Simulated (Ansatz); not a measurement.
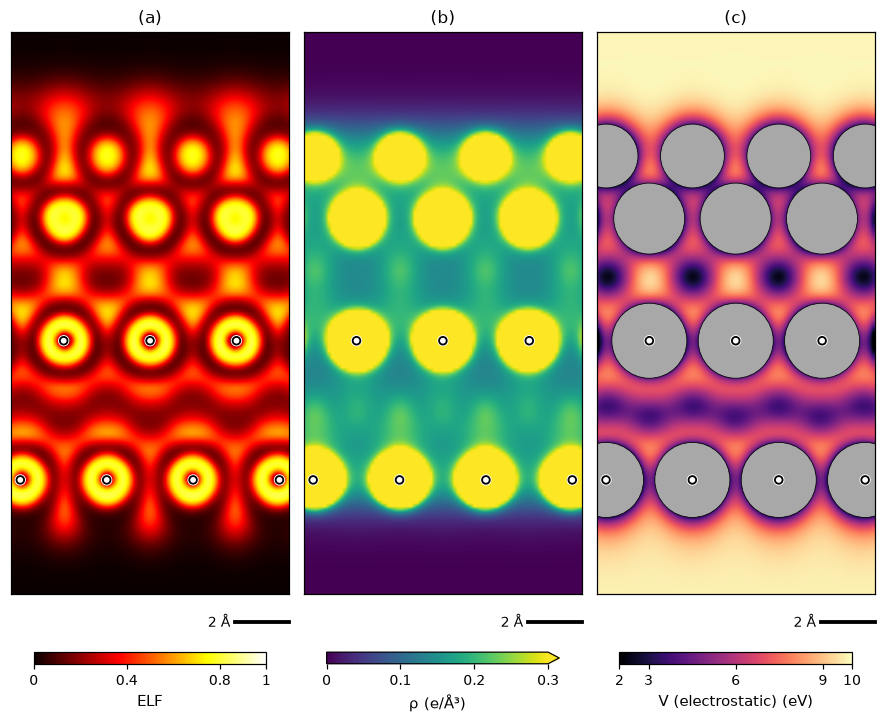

Figure 1: Zr (slab). (a) ELF; (b) valence pseudo-density; (c) electrostatic potential energy of an electron on the (010) plane of the calculation cell, a cut from vacuum to vacuum. Circles mark the nuclei in the plane (Zr). Grey discs cover the atomic cores in the potential map.

Level of theory: Ansatz, DFT PBEsol, scalar-relativistic, plane waves, PAW.

Core electrons are frozen (PAW), and the valence fields are smoothed inside the atomic spheres.

```yaml
crystal:
  lattice:
    - [3.18343, 0.00000, 0.00000]
    - [-1.59172, 5.81298, 0.00000]
    - [0.00000, 0.00000, 27.54025]
  atoms:
    - { symbol: Zr, position: [0.78857, 0.58047, 0.27673] }
    - { symbol: Zr, position: [0.06100, 0.12055, 0.28985] }
    - { symbol: Zr, position: [0.39290, 0.78841, 0.35940] }
    - { symbol: Zr, position: [0.66269, 0.32305, 0.37354] }
    - { symbol: Zr, position: [0.00942, 0.01842, 0.44954] }
    - { symbol: Zr, position: [0.27729, 0.55383, 0.46299] }
    - { symbol: Zr, position: [0.62244, 0.24564, 0.53701] }
    - { symbol: Zr, position: [0.89031, 0.78105, 0.55046] }
    - { symbol: Zr, position: [0.23705, 0.47642, 0.62646] }
    - { symbol: Zr, position: [0.50683, 0.01106, 0.64060] }
    - { symbol: Zr, position: [0.83873, 0.67892, 0.71015] }
    - { symbol: Zr, position: [0.11117, 0.21900, 0.72327] }
```

Question: What do the fields say about this system?

Answer:
- Atoms in the plane: Zr.
- Atoms just off the plane (Zr, 0.4 Å away) can leave unmarked features too.
- The density dies away to nearly zero in the vacuum.
- The features right at Zr lie inside the PAW spheres, where the map follows smoothed inner orbitals and isn't to be read closely.
- Outside the cores the potential energy rises away from the atoms and is highest in the vacuum; its zero is arbitrary.
